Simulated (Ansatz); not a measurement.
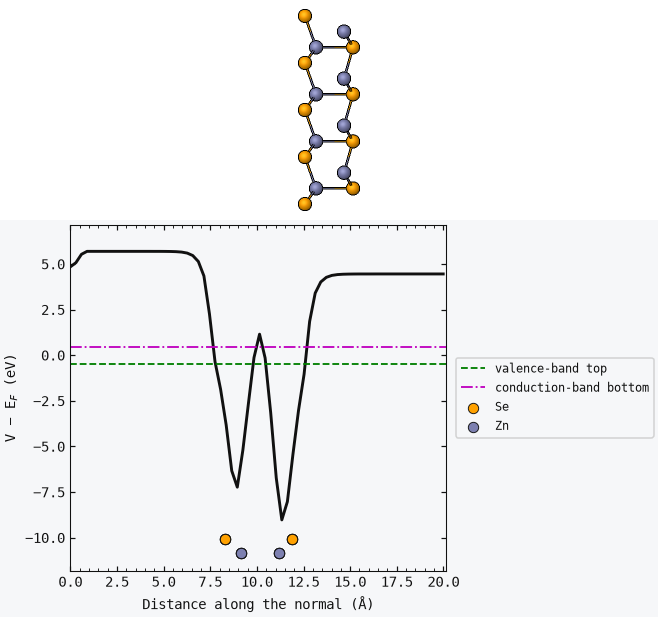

Plane-averaged electrostatic potential energy of an electron across the slab; circles at the bottom mark the heights of the atoms (positions after relaxation). The structure is drawn too.

System: a (111) slab cut from ZnSe (F-43m), ended by Zn above and Se below, 16 atoms in the cell. Starting structure of the relaxation:

```cif
data_structure
_symmetry_space_group_name_H-M 'P 1'
_symmetry_Int_Tables_number 1
_cell_length_a 8.1060
_cell_length_b 8.1060
_cell_length_c 20.1366
_cell_angle_alpha 90.000
_cell_angle_beta 90.000
_cell_angle_gamma 120.000
_cell_volume 1145.87
loop_
_atom_site_label
_atom_site_type_symbol
_atom_site_fract_x
_atom_site_fract_y
_atom_site_fract_z
_atom_site_occupancy
Se1 Se 0.50000 0.00000 0.39729 1
Se2 Se 0.50000 0.50000 0.39729 1
Se3 Se 0.00000 0.00000 0.39729 1
Se4 Se 0.00000 0.50000 0.39729 1
Zn1 Zn 0.16667 0.83333 0.43837 1
Zn2 Zn 0.16667 0.33333 0.43837 1
Zn3 Zn 0.66667 0.83333 0.43837 1
Zn4 Zn 0.66667 0.33333 0.43837 1
Se5 Se 0.66667 0.83333 0.56163 1
Se6 Se 0.66667 0.33333 0.56163 1
Se7 Se 0.16667 0.83333 0.56163 1
Se8 Se 0.16667 0.33333 0.56163 1
Zn5 Zn 0.33333 0.66667 0.60271 1
Zn6 Zn 0.33333 0.16667 0.60271 1
Zn7 Zn 0.83333 0.66667 0.60271 1
Zn8 Zn 0.83333 0.16667 0.60271 1
```

Method: DFT PBE, scalar-relativistic, plane waves, PAW, no spin polarisation, 2×2×1 k mesh, 420 eV cutoff (Ansatz).

What are the ionisation potential and the electron affinity of the slab?

From the vacuum level at the right face the ionisation potential is 4.94 eV and the electron affinity 3.98 eV; at the left face they are 6.18 and 5.22 eV. The slab's gap, their difference before rounding, is 0.96 eV.

Do the two faces differ, and what does that say about the slab's dipole?

The vacuum level is 1.24 eV higher at the left than at the right, so the slab carries a dipole along its normal; the ramp in the vacuum, at or near the edge of the plot, is the dipole correction that keeps each side flat. Some atoms were held fixed in the relaxation, which can itself make the faces differ.

How thick are slab and vacuum?

The outermost atoms are 3.6 Å apart, which leaves 16.5 Å of vacuum in a cell 20.1 Å high.
